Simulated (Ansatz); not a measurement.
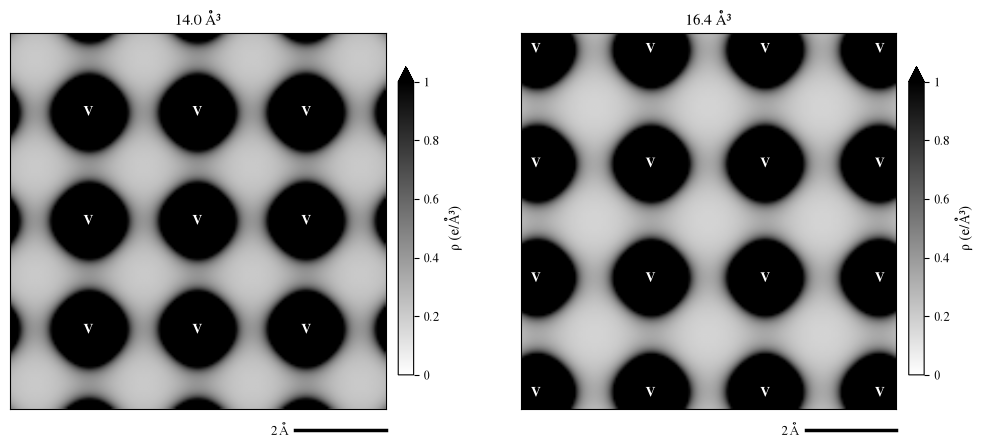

V. The valence electron density of cells scaled evenly to different volumes (given per atom above each panel), on the (001) plane of each (indices in the axes of the cell below), at one length scale and on one colour scale.

A generated structure, not necessarily the stable one; the program warned that a starting moment wasn't kept; spin-polarised, but the moments vanished.

These are results of DFT, PBE, plane waves (420 eV) with PAW, scalar-relativistic (Ansatz 0.2.0), not measurements.

The density is the valence pseudo-density of a PAW calculation; it isn't the true density close to the nuclei.

The largest cell:

```
CELL_PARAMETERS angstrom
2.53841 0.00000 0.00000
0.00000 2.53841 0.00000
0.00000 0.00000 2.53841
ATOMIC_POSITIONS crystal
V 0.00000 0.00000 0.00000
```

| volume (Å³/atom) | V–V contact in the plane (Å) | ρ at its midpoint (e/Å³) | pressure (GPa) | 
| --- | --- | --- | --- |
| 14.02 | 2.411 | 0.414 | 7.1 | 
| 14.60 | 2.444 | ? | ? | 
| 16.36 | 2.538 | 0.340 | −12.0 | 

### Estimate the missing row, and compare with the calculation.

Over the known rows ln ρ falls by 1.55 per Å of V–V distance (the line through the two), which gives 0.393 e/Å³ at 2.444 Å; the calculation gives 0.393 e/Å³. For the pressure, a straight line in volume between the neighbouring rows gives 2.4 GPa; the calculation gives 0.9, lower because pressure rises ever faster on compression.
